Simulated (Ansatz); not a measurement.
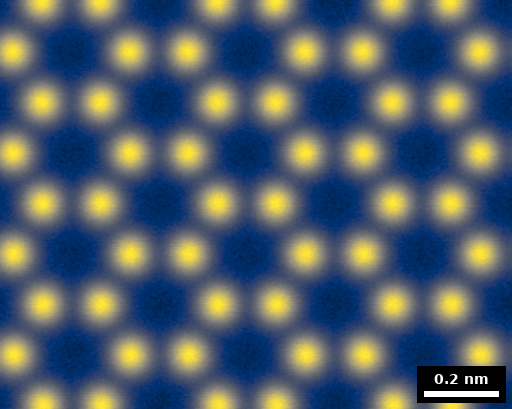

HAADF-like image of Pd (P6_3/mmc, No. 194). Simulation: incoherent imaging, intensity Z^1.8 per atom, probe width 0.78 Å, thin sample. The probe carries 25 % of its weight in a tail 2.5 times as wide. The display is stretched by a gamma of 0.65; percentages refer to the linear signal. Shot noise and a slight drift were added. Structure: coordinates from a relaxation with DFT PBE, scalar-relativistic, plane waves, PAW (Ansatz 0.2.0); the starting structure was generated, so it need not be a known form of this composition.

```cif
data_structure
_symmetry_space_group_name_H-M 'P6_3/mmc'
_symmetry_Int_Tables_number 194
_cell_length_a 2.7639
_cell_length_b 2.7639
_cell_length_c 4.6524
_cell_angle_alpha 90.000
_cell_angle_beta 90.000
_cell_angle_gamma 120.000
_cell_volume 30.78
loop_
_atom_site_label
_atom_site_type_symbol
_atom_site_symmetry_multiplicity
_atom_site_Wyckoff_symbol
_atom_site_fract_x
_atom_site_fract_y
_atom_site_fract_z
_atom_site_occupancy
Pd1 Pd 2 d 0.33333 0.66667 0.75000 1
```

Question: Which beam direction gives this image, [201], [311], [102] or [001]? (Directions equivalent by symmetry count as one.)

Answer: [001]. The projected cells are 1.78 × 2.55 Å, 110° for [201]; 1.67 × 2.13 Å, 91° for [311]; 1.32 × 2.39 Å, 90° for [102]; 2.76 × 2.76 Å, 120° for [001], and the image repeats as the [001] one does.
